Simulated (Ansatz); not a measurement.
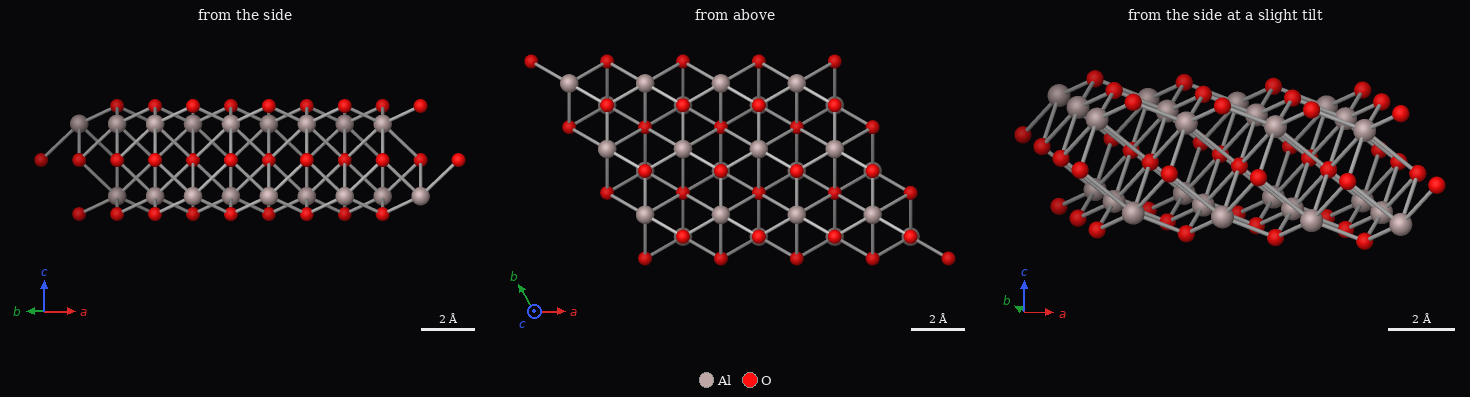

A ball-and-stick picture of a periodic slab, seen from the side, from above and from the side at a slight tilt. The surface normal points up in side views; the vacuum is left out. 4×3 cells are drawn in the plane, with atoms at the edges repeated.

The cell holds 2 Al, 3 O.

Q: Which species face the vacuum on either side?

A: The top face ends in O, the bottom face in O. The two faces are alike.

Q: What height do the atoms span?

A: About 4.1 Å from the lowest to the highest atom.

Q: What is the stacking of atomic planes, top to bottom?

A: Five planes: O / Al / O / Al / O.

Q: How are the atoms coordinated and connected?

A: The coordination shell of Al holds six O in a distorted octahedral arrangement at about 1.8 to 2.2 Å. O takes two kinds of site: 1b with six Al in a distorted octahedral arrangement at about 2.2 Å; 2d with three Al in a trigonal pyramidal arrangement at about 1.8 Å. The bonds build Al2O3 layers parallel to the surface.

The structure comes from a structure type filled with these elements by a generator (whether the compound takes this form wasn't checked). The structure drawn was relaxed with Ansatz 0.2.0, DFT PBE, scalar-relativistic, plane waves, PAW.
